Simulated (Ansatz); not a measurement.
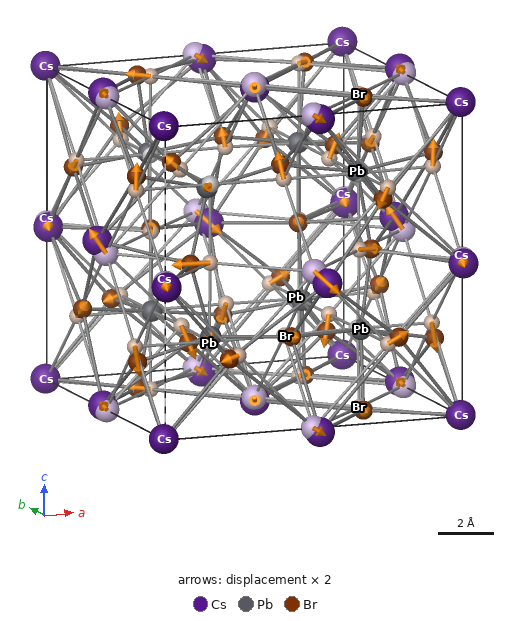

A relaxation of a defect cell of composition Cs7Pb8Br23. The starting structure is drawn faded, the final one solid; orange arrows show the displacements, 2 times their true length.

A ball-and-stick model of the cell of the calculation, seen slightly off an axis.

The calculation used DFT, PBEsol, PAW, plane waves in Ansatz 0.2.0. (plane-wave cutoff 420 eV; k-point mesh 1 × 1 × 1; mesh shifted by (0.25, 0.25, 0.25); no spin polarisation; atoms relaxed in a fixed cell; force threshold 0.03 eV/Å; at most 80 steps)

What did the optimiser do to the structure, and how much energy did it gain?

The largest move is that of a Br atom, 0.74 Å roughly along −a. By element the largest moves are Br 0.74 Å, Cs 0.69 Å, Pb 0.24 Å. The lattice vectors keep their values. Some distances before and after: Br–Cs 4.171 → 5.355 Å, Br–Cs 4.191 → 5.367 Å, Br–Cs 4.132 → 5.242 Å, Br–Cs 4.126 → 4.972 Å. Among the angles between lasting bonds that change: Pb–Br–Pb 179.1° → 151.2°, Pb–Br–Pb 177.6° → 151.0°, Br–Pb–Br 89.3° → 115.7°. The energy falls by 1.097 eV per cell of the calculation in 15 geometry steps. The largest force component goes from 0.67 to 0.0089 eV/Å.
